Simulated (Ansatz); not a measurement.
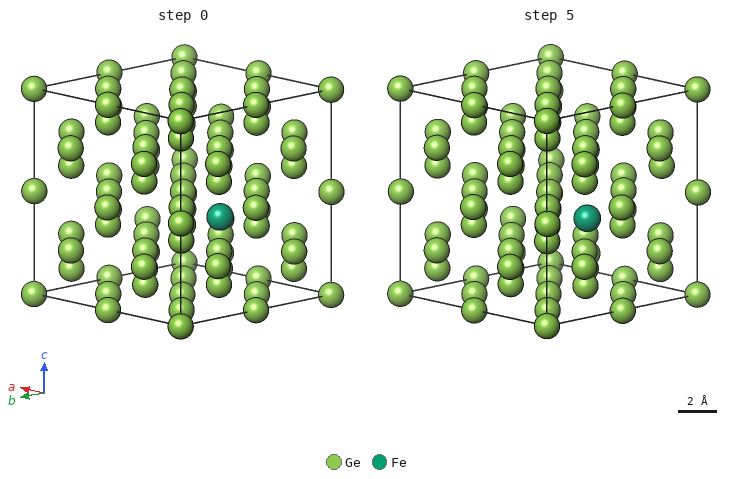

The structure of a defect cell of composition Ge₆₄Fe (cell charge +2) before (left) and after (right) a relaxation, at one scale.

The picture is a spheres-only view of the cell of the calculation, seen from a free direction.

The atoms of the start lie slightly off their symmetric places, so part of the fall in energy undoes that.

Computed with DFT, PBEsol, PAW, plane waves in Ansatz. Set-up: plane-wave cutoff 420 eV; k-point mesh 1 × 1 × 1; mesh shifted by (0.25, 0.25, 0.25); collinear spin; atoms relaxed in a fixed cell; force threshold 0.03 eV/Å; at most 80 steps.

Question: What changed between the two?

Answer: Over 5 geometry steps the energy falls by 0.505 eV per cell of the calculation. Largest force component: 0.83 eV/Å at the start, 0.018 eV/Å at the end. The Fe atom moves most: 0.10 Å along [−1 −2 −3]. By element the largest moves are Fe 0.10 Å, Ge 0.10 Å. The cell stays as it was. Near-neighbour distances that change, for instance: Fe–Ge 2.431 → 2.518 Å, Ge–Ge 2.424 → 2.506 Å, Fe–Ge 2.861 → 2.785 Å, Ge–Ge 2.528 → 2.457 Å. Bond angles that change, for instance: Ge–Ge–Fe 179.4° → 175.0°, Ge–Ge–Fe 71.9° → 67.6°, Ge–Ge–Ge 108.0° → 112.0°. The run took 19 s on 1 × NVIDIA GB300 Max-Q with 8 threads of Arm Neoverse-V2, peak memory 2.3 GiB.

Limits of the set-up: the cell is charged, on a uniform background, and energies carry no finite-size correction.
